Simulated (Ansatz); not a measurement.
# Run report: Be, geometry relaxation (part 2 of 2)

Continued. System: Be (slab, 4 atoms in the cell). Method: DFT PBE, scalar-relativistic, plane waves, PAW, no spin polarisation (Ansatz 0.2.0); cutoff 420 eV, 15×15×1 k-mesh, Gaussian smearing of 0.1 eV. The structure derives from an entry of the Crystallography Open Database. The input holds or restrains some coordinates. Forces given for the steps count only the free coordinates.

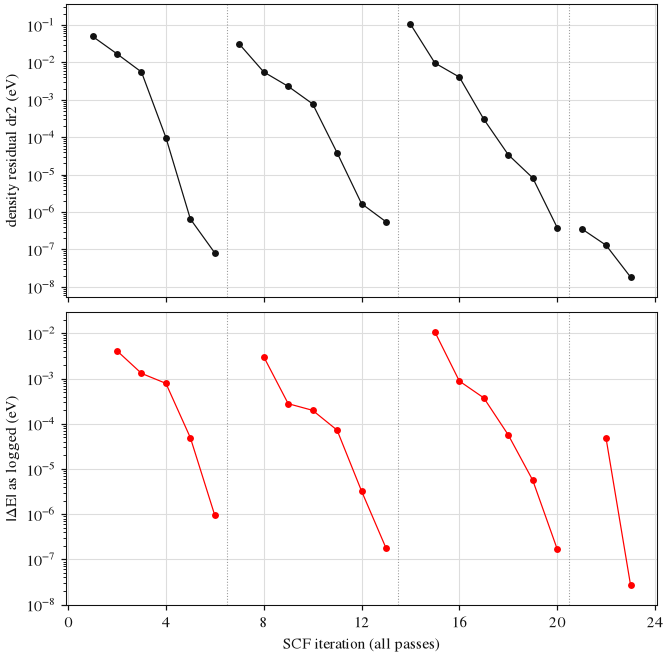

Figure 1. Convergence of the self-consistent field: density residual dr2 and size of the energy change against the SCF iteration. The dotted lines part the SCF passes of the relaxation: geometry steps, rejected trials and re-solves on a re-selected basis. The passes take 6, 7, 7 and 3 iterations.

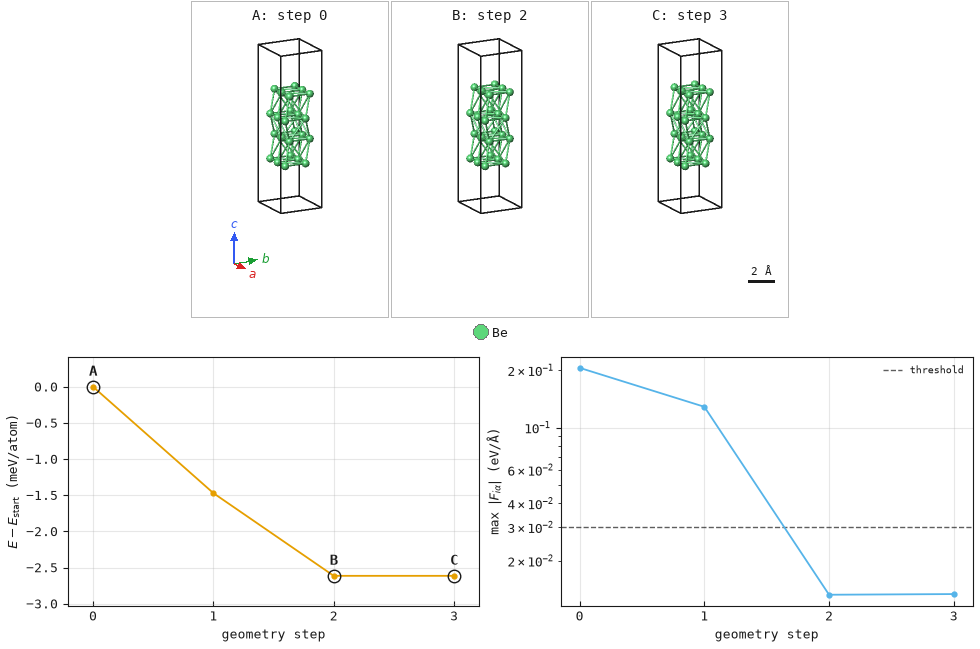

Figure 2. Frames of the restrained relaxation (ball-and-stick view of the 3 × 2 repeat of the cell, with the vacuum cut short, seen slightly off an axis) above the curves, on which the letters mark them (the first geometry is step 0 here and step 1 in the log).

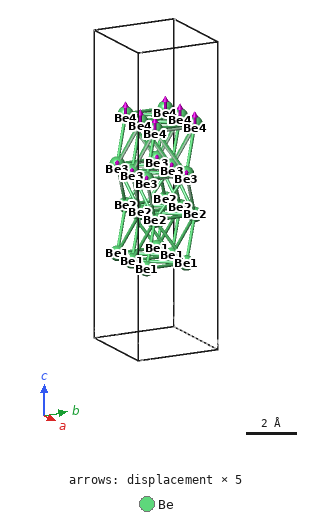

Figure 3. Start (faint) and end (solid) with the displacements as pink arrows, magnified 5 times (ball-and-stick view of the 3 × 2 repeat of the cell, with the vacuum cut short, seen slightly off an axis). The largest move is that of Be4, 0.13 Å. The cell stays as it was. Distances before and after: Be3–Be4 2.211 → 2.277 Å, Be2–Be3 2.211 → 2.246 Å. After 3 geometry steps the energy has fallen by 2.6 meV per atom. Largest force component: 0.21 eV/Å at the start, 0.013 eV/Å at the end. (Atoms are counted from 1 in the order of the input.)

```
SCF converged after 3 iterations
Free energy (F): -370.049367 eV
Harris-Foulkes:  -370.049367 eV  (|F-HF|=6.05e-10)
Internal energy: -370.036533 eV  (E = F + TS)
E sigma→0 (E₀):  -370.042950 eV
Entropy (-TS):   -0.012834 eV (-3.209 meV/atom)
Fermi energy:    -0.596997 eV
Dipole field:    D = 0.001805 V/Å  (p = 0.000856 e·Å, saw-weighted, corrected)
Work function:   Φ+ = 5.3787 eV   Φ− = 5.4137 eV
Levels:          The Fermi level and band energies are counted from a zero that moves with the ramp; work functions are not
--- Per-component energies (eV) ---
  E_band       = -34.667361
  E_kinetic    = 78.599392
  E_local      = -1621.701106  (includes V_loc(G=0)·N_el)
  E_nonlocal   = 18.229181
  E_hartree    = 787.947427
  E_xc         = -76.703279
  E_vxc        = -80.028011  (∫ρ·V_xc dr)
  E_paw        = -238.213836  (= ΣΔE_a)
  E_vpaw       = -5.663276  (= ΣTr[D̂ρ^β])
  E_aug_tail   = -0.000003  (compensation charges beyond the density's cutoff)
  E_efield     = 0.000001  (sawtooth field / dipole correction)
  E_vefield    = -0.000612  (∫n·V_field dr)
  E_ewald      = 681.805690
  E_smearing   = -0.012834  (= −TS)
  E_closure    = -0.000000  (closes the sum)
  Σ components = -370.049367   (vs F -370.049367, Δ=0.00e0)
--- Forces (eV/Å), atoms counted from 1 ---
  atom   1  Be     0.00000000     0.00000000    -0.24621655
  atom   2  Be    -0.00000000     0.00000000     0.24945597
  atom   3  Be     0.00000000     0.00000000    -0.01338046
  atom   4  Be    -0.00000000    -0.00000000     0.01008049
  max |Σ_I F_I| component: 6.06e-5 eV/Å
--- Band table (eV; the first three rows and the last of 27) ---
  k-point 0: bands = ["-10.6204", "-9.2332", "-7.1290", "-3.7900", "-2.6793", "2.9566", "4.1513", "5.1536"]
  k-point 1: bands = ["-10.4913", "-9.1026", "-6.9941", "-3.6582", "-2.5176", "3.0591", "4.3146", "5.3063"]
  k-point 2: bands = ["-10.1042", "-8.7114", "-6.5918", "-3.2689", "-2.0335", "3.3541", "4.8000", "5.7659"]
  k-point 26: bands = ["-1.5916", "-0.8475", "-0.7451", "0.0111", "0.2741", "0.4089", "2.3515", "5.0124"]
--- Relaxed structure (4 steps of the walk, 4 accepted, 0 SCFs on fresh bases) ---
  F+E_penalty+E_count = -370.04936704 eV   max|allowed force component| = 1.338e-2 eV/Å
  atoms:
    - { symbol: Be, position: [0.6666666666666667, 0.33333333333333337, 0.36175309930000005] }
    - { symbol: Be, position: [0.3333333333333333, 0.6666666666666666, 0.4539176998] }
    - { symbol: Be, position: [0.6666666666666667, 0.33333333333333337, 0.548357374103349] }
    - { symbol: Be, position: [0.3333333333333333, 0.6666666666666666, 0.6447552087883528] }
```

Trajectory as extended XYZ (Å, eV, eV/Å), 4 frames, from step=1 to step=4
```
4
Lattice="2.2627 0.0000 0.0000 -1.1314 1.9596 0.0000 0.0000 0.0000 19.3502" Properties=species:S:1:pos:R:3:forces:R:3 step=1 energy=-370.03891
Be    1.1314    0.6532    7.0000    0.0000   0.0000  -0.2062
Be    0.0000    1.3064    8.7834    0.0000   0.0000   0.1161
Be    1.1314    0.6532   10.5668    0.0000   0.0000  -0.1161
Be    0.0000    1.3064   12.3502    0.0000   0.0000   0.2062
4
Lattice="2.2627 0.0000 0.0000 -1.1314 1.9596 0.0000 0.0000 0.0000 19.3502" Properties=species:S:1:pos:R:3:forces:R:3 step=2 energy=-370.04479
Be    1.1314    0.6532    7.0000    0.0000   0.0000  -0.2175
Be    0.0000    1.3064    8.7834    0.0000   0.0000   0.1522
Be    1.1314    0.6532   10.5792    0.0000   0.0000  -0.0634
Be    0.0000    1.3064   12.3921    0.0000   0.0000   0.1288
4
Lattice="2.2627 0.0000 0.0000 -1.1314 1.9596 0.0000 0.0000 0.0000 19.3502" Properties=species:S:1:pos:R:3:forces:R:3 step=3 energy=-370.04937
Be    1.1314    0.6532    7.0000    0.0000   0.0000  -0.2464
Be    0.0000    1.3064    8.7834    0.0000   0.0000   0.2493
Be    1.1314    0.6532   10.6108    0.0000   0.0000  -0.0133
Be    0.0000    1.3064   12.4762    0.0000   0.0000   0.0100
4
Lattice="2.2627 0.0000 0.0000 -1.1314 1.9596 0.0000 0.0000 0.0000 19.3502" Properties=species:S:1:pos:R:3:forces:R:3 step=4 energy=-370.04937
Be    1.1314    0.6532    7.0000    0.0000   0.0000  -0.2462
Be    0.0000    1.3064    8.7834    0.0000   0.0000   0.2495
Be    1.1314    0.6532   10.6108    0.0000   0.0000  -0.0134
Be    0.0000    1.3064   12.4762    0.0000   0.0000   0.0101
```

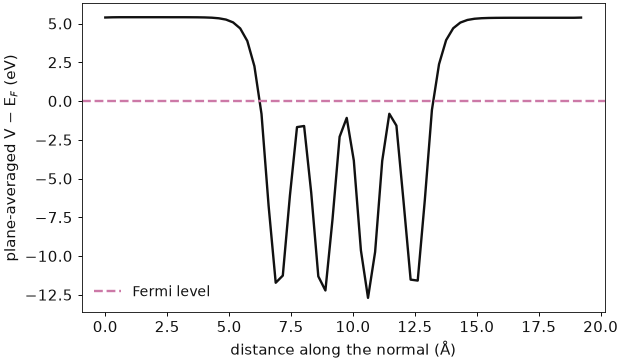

Figure 4. Plane average of the electrostatic potential energy of an electron across the cell, from the Fermi level. The vacuum level lies 5.38 eV above the Fermi level on the upper side and 5.41 eV on the lower.

The run was set up as follows.

Input file
```yaml
crystal:
  lattice:
    - [2.2627190707, 0.0, 0.0]
    - [-1.1313595353, 1.9595721968, 0.0]
    - [0.0, 0.0, 19.3502143114]
  atoms:
    - { symbol: Be, position: [0.6666666667, 0.3333333333, 0.3617530993] }
    - { symbol: Be, position: [0.3333333333, 0.6666666667, 0.4539176998] }
    - { symbol: Be, position: [0.6666666667, 0.3333333333, 0.5460823002] }
    - { symbol: Be, position: [0.3333333333, 0.6666666667, 0.6382469007] }
basis:
  ecutwfc: 420
kpoints:
  mp_grid: { grid: [15, 15, 1] }
hamiltonian:
  xc: pbe
scf:
  occupations: { method: gaussian, width: 0.1 }
output:
  forces: true
  eigenvalues: true
relax:
  adjacent_minimum: "off"
  f_tol: 0.03
  max_steps: 50
  constraints: [{ sites: [0, 1] }]
efield:
  axis: 3
  dipole_correction: true
  ramp_width: 0.04
```

Command:
```bash
ansatz run input.yaml --threads 4 --pin off --max-ram 12288MiB --backend cpu --events-out ev --progress --plain --runs-dir out
```

Key numbers

```json
{"quantity": "outcome", "value": "converged under the restraints of the input"}
{"quantity": "electrons treated", "value": "8"}
{"quantity": "free energy", "value": "−370.0494 eV"}
{"quantity": "work function, top face", "value": "5.38 eV"}
{"quantity": "work function, bottom face", "value": "5.41 eV"}
{"quantity": "Fermi energy", "value": "−0.597 eV"}
{"quantity": "gap on the k-point mesh", "value": "none (metallic)"}
{"quantity": "final volume", "value": "85.80 Å³"}
{"quantity": "work function (upper face)", "value": "5.38 eV"}
{"quantity": "largest force (length of the vector) at the end, held atoms and coordinates included", "value": "0.249 eV/Å"}
{"quantity": "hardware", "value": "4 threads of Arm Neoverse V1, 24 GiB of memory available, shared host"}
{"quantity": "wall time", "value": "3.3 s (CPU time 12 s)"}
{"quantity": "peak memory", "value": "0.37 GiB"}
```
